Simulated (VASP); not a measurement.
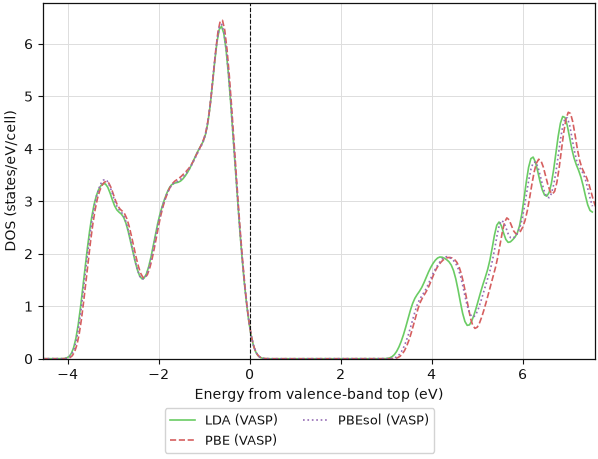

Total densities of states of MgI₂, space group P-3m1 (No. 164), 3 atoms in the cell, 1T (CdI2) bulk type, by three methods on the same cell. The curves are built from the levels of the k mesh with Gaussians 0.3 eV wide, which also blur the band edges. Each is counted from its own valence-band top.

> What changes from one method to the other?

LDA (VASP) gives a gap of 3.33 eV, PBE (VASP) gives a gap of 3.49 eV and PBEsol (VASP) gives a gap of 3.44 eV.

Settings. LDA (VASP): DFT, LDA, plane waves, PAW, 12×12×4 k mesh, 520 eV cutoff (VASP 6.6.1). PBE (VASP): DFT, PBE, plane waves, PAW, 12×12×4 k mesh, 520 eV cutoff, Fermi-Dirac smearing of 0.02 eV (VASP). PBEsol (VASP): DFT, PBEsol, plane waves, PAW, 12×12×4 k mesh, 520 eV cutoff, Gaussian smearing of 0.01 eV (VASP 6.6.1).

Spin-orbit coupling is left out, which matters for I.
